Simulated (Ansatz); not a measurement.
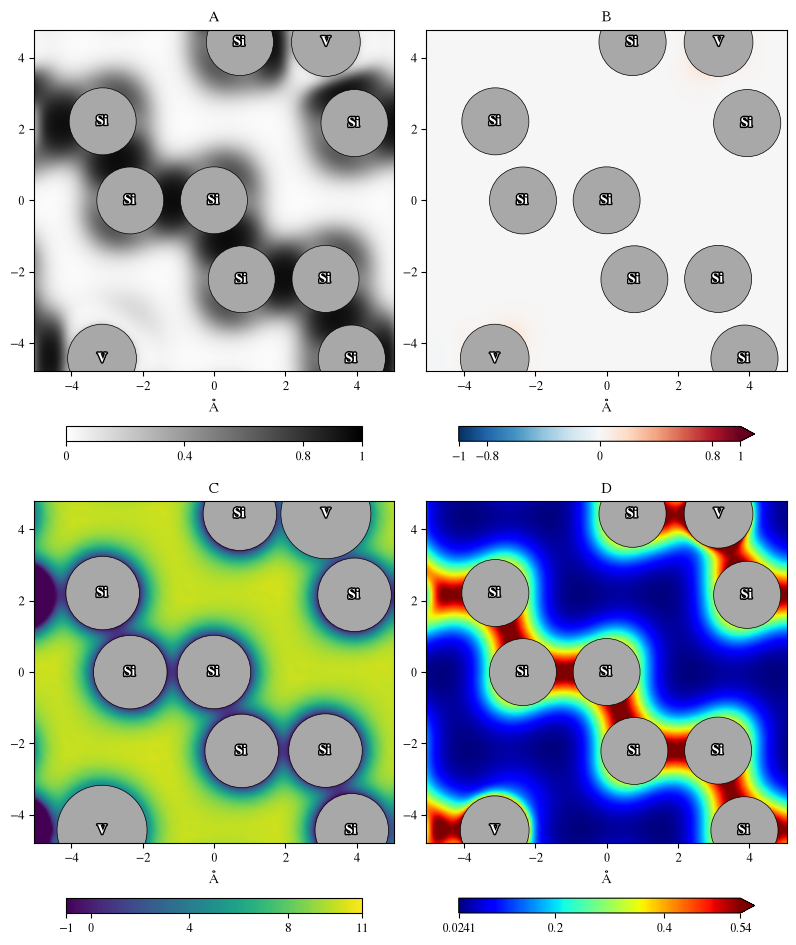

VSi31 (cell with a defect): 4 fields on the (010) plane of the calculation cell, with unlabelled colour scales. Grey discs cover the atomic cores.

Spin-polarised.

All numbers below come from DFT PBEsol, scalar-relativistic, plane waves, PAW (Ansatz 0.2.0).

The panels show electron localisation function, electrostatic potential energy of an electron, spin density and valence pseudo-density in some order. Assign them.

Answer. Panel A: electron localisation function. Panel B: spin density (confined to the magnetic sites and close to zero elsewhere). Panel C: electrostatic potential energy of an electron (low next to the atoms, rising into the space between them). Panel D: valence pseudo-density. From the grid: Si–Si (2.35 Å): ρ is about 0.56 e/Å³ halfway; the ELF peaks at about 0.95 between the atoms. V–Si (2.41 Å): ρ at the midpoint is about 0.54 e/Å³; the ELF peaks at about 0.95 between the atoms.
